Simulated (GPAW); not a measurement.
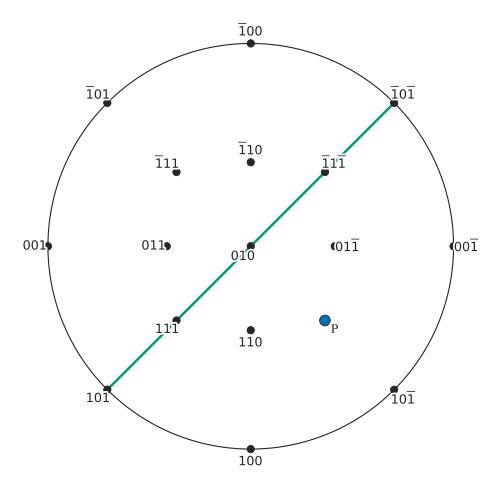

For HfN, a cell listed in the Materials Project, as set up for an electronic-structure calculation: stereographic projection of plane normals (upper hemisphere) centred on (0 1 0). Geometry calculated from the standardised cell; symmetry tolerance 0.002 Å.

a = 4.910 Å, b = 4.910 Å, c = 4.910 Å, α = 90.00°, β = 90.00°, γ = 90.00°.

**Index the pole marked P.**

P is (1 1 −1), 54.7° from the centre.

**Which zone does the coloured great circle trace?**

The zone [1 0 −1]: its poles satisfy h − l = 0.

**What is the angle between the normals of (−1 0 1) and (1 1 1), and what are their d_hkl = 1/|g|?**

90.0°; d = 3.472 Å and 2.835 Å.
